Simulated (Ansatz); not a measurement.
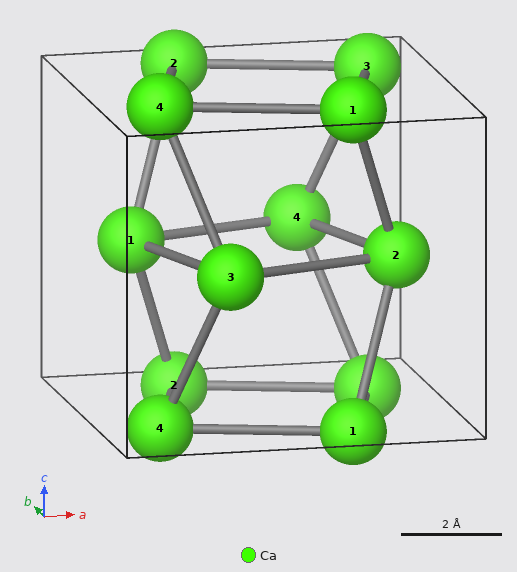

This is the input geometry for a relaxation of solid Ca (built on the database_72 type). Style: ball-and-stick. Shown: the conventional cell (2 times the calculation's cell), slightly off an axis. Lengths and directions refer to the drawn axes.

Case: structure listed in a database for this formula (Ibam, No. 72).

These are results of Ansatz, DFT PBE, scalar-relativistic, plane waves, PAW, not measurements.

The input:
```yaml
crystal:
  lattice:
    - [-3.7227727908, 3.727764615, 3.3301431152]
    - [3.7227727908, -3.727764615, 3.3301431152]
    - [3.7227727908, 3.727764615, -3.3301431152]
  atoms:
    - { symbol: Ca, position: [0.17042253, 0.67082988, 0.84125241] }
    - { symbol: Ca, position: [0.82957747, 0.32917012, 0.15874759] }
    - { symbol: Ca, position: [0.67042253, 0.82917012, 0.49959265] }
    - { symbol: Ca, position: [0.32957747, 0.17082988, 0.50040735] }
basis:
  ecutwfc: 420
kpoints:
  mp_grid: { grid: [10, 10, 10] }
hamiltonian:
  xc: pbe
scf:
  occupations: { method: gaussian, width: 0.1 }
output:
  forces: true
  stress: true
  eigenvalues: true
relax:
  adjacent_minimum: "off"
  f_tol: 0.01
  max_steps: 80
  cell: { stress_tol: 0.05 }
```

**Predict the outcome.**

Over 11 accepted moves (12 points after the start) the energy falls by 141 meV per atom. The largest force component goes from 0.013 to 0.0004 eV/Å. Pressure: −0.30 GPa at the start and 0.00 GPa at the end. The SCF was repeated once at an unchanged geometry on a basis and grid sized afresh for the cell, which shifted the energy by less than 0.05 meV per atom at most. The largest moves relative to the cell, 0.63 Å, are those of Ca1, Ca2, Ca3 and Ca4. Ca3 goes along [−2 −1 0]. The volume changes by −9.0 %, with a 7.446 → 6.341 Å (−14.8 %), b 7.456 → 8.374 Å (+12.3 %), c 6.660 → 6.339 Å (−4.8 %). Among the contacts that change: Ca1–Ca2 5.521 → 3.799 Å, Ca1–Ca4 4.189 → 3.798 Å, Ca1–Ca3 3.910 → 4.187 Å, Ca1–Ca2 (another image) 3.596 → 3.799 Å. The space group (tolerance 0.01 Å) goes from Ibam (No. 72) to I4/mmm (No. 139).

History of the run:

```json
{"step": "0", "E − E(0), meV/atom": "0.00", "largest force component, eV/Å": "0.0127", "pressure, GPa": "-0.30", "volume, Å³/atom": "46.214", "note": ""}
{"step": "1", "E − E(0), meV/atom": "-0.86", "largest force component, eV/Å": "0.0082", "pressure, GPa": "-0.16", "volume, Å³/atom": "45.786", "note": ""}
{"step": "2", "E − E(0), meV/atom": "-1.26", "largest force component, eV/Å": "0.0064", "pressure, GPa": "0.01", "volume, Å³/atom": "45.296", "note": ""}
{"step": "3", "E − E(0), meV/atom": "-1.49", "largest force component, eV/Å": "0.0153", "pressure, GPa": "0.04", "volume, Å³/atom": "45.225", "note": ""}
{"step": "4", "E − E(0), meV/atom": "-6.65", "largest force component, eV/Å": "0.0608", "pressure, GPa": "0.13", "volume, Å³/atom": "44.814", "note": ""}
{"step": "5", "E − E(0), meV/atom": "-43.42", "largest force component, eV/Å": "0.1718", "pressure, GPa": "0.23", "volume, Å³/atom": "43.615", "note": ""}
{"step": "6", "E − E(0), meV/atom": "-103.24", "largest force component, eV/Å": "0.1903", "pressure, GPa": "0.24", "volume, Å³/atom": "42.203", "note": ""}
{"step": "7", "E − E(0), meV/atom": "-132.72", "largest force component, eV/Å": "0.1134", "pressure, GPa": "0.64", "volume, Å³/atom": "40.677", "note": ""}
{"step": "8", "E − E(0), meV/atom": "-140.43", "largest force component, eV/Å": "0.0027", "pressure, GPa": "0.13", "volume, Å³/atom": "41.757", "note": ""}
{"step": "9", "E − E(0), meV/atom": "-140.84", "largest force component, eV/Å": "0.0001", "pressure, GPa": "0.01", "volume, Å³/atom": "42.032", "note": ""}
{"step": "10", "E − E(0), meV/atom": "-140.91", "largest force component, eV/Å": "0.0001", "pressure, GPa": "0.01", "volume, Å³/atom": "42.043", "note": ""}
{"step": "11", "E − E(0), meV/atom": "-140.92", "largest force component, eV/Å": "0.0004", "pressure, GPa": "0.00", "volume, Å³/atom": "42.077", "note": ""}
{"step": "12", "E − E(0), meV/atom": "-140.93", "largest force component, eV/Å": "0.0004", "pressure, GPa": "0.00", "volume, Å³/atom": "42.077", "note": "same geometry, new basis"}
```

The end point in the same view:

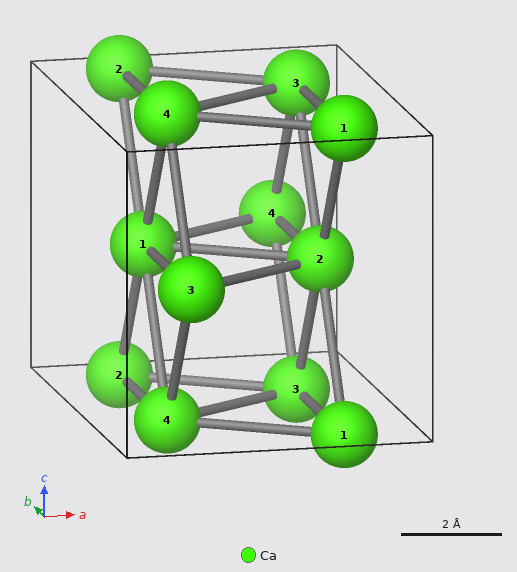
